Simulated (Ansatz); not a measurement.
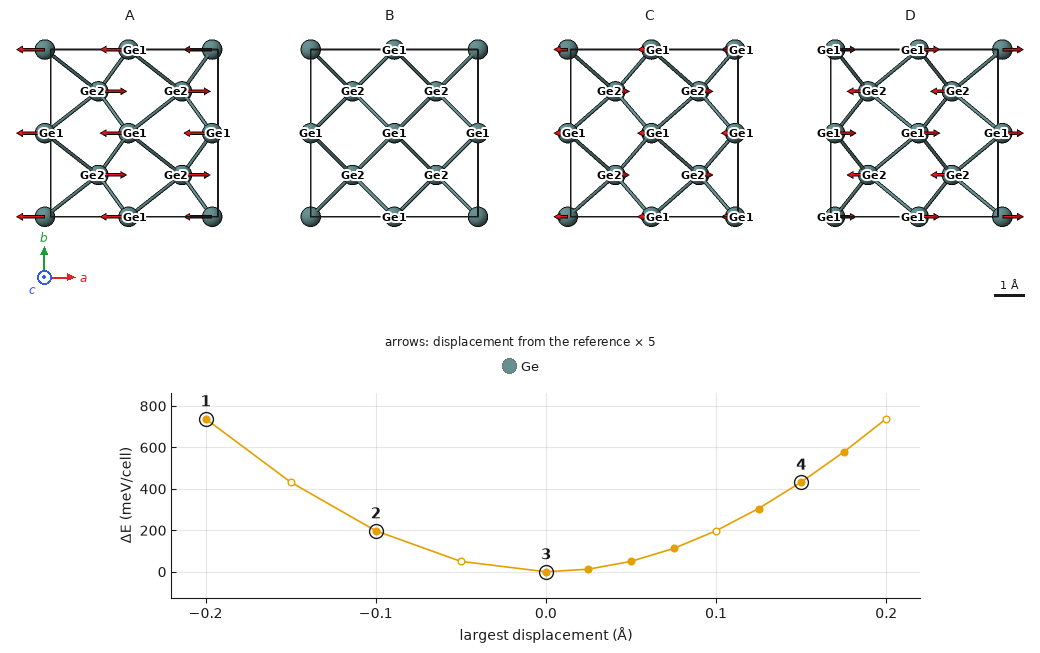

A scan of crystalline Ge (Fd-3m): a normal mode at the zone centre (one arbitrary combination within a set of 3 degenerate modes) is frozen in with the cell fixed, the amplitude being the largest displacement of an atom. The frames are shuffled; the numbered points of the plot belong to them. Hollow markers are points alike by symmetry, not computed again. A ball-and-stick model of the conventional cell (4 times the calculation's cell), seen along the c axis. Red arrows: displacements from the reference. Lengths and directions refer to the drawn axes.

Level of theory: Ansatz, DFT PBE, scalar-relativistic, plane waves, PAW. Settings: plane-wave cutoff 420 eV; k-point mesh 18 × 18 × 18; occupations gaussian; smearing width 0.15 eV; no spin polarisation. Energies (free energies at the smearing named) are counted from the relaxed crystal.

**Which frame belongs to which numbered point?**

Point 1 is frame A (the amplitude −0.20 Å, 739 meV/cell); 2 is frame C (the amplitude −0.10 Å, 198 meV/cell); 3 is frame B (the amplitude 0.00 Å, 0 meV/cell); 4 is frame D (the amplitude 0.15 Å, 433 meV/cell). The harmonic wavenumber of the mode is 274 cm⁻¹, a stable vibration. The lowest computed point lies at the amplitude 0.00 Å (0 meV/cell). The well is symmetric. At the highest point the shortest interatomic distance is 2.29 Å, against 2.50 Å in the reference.
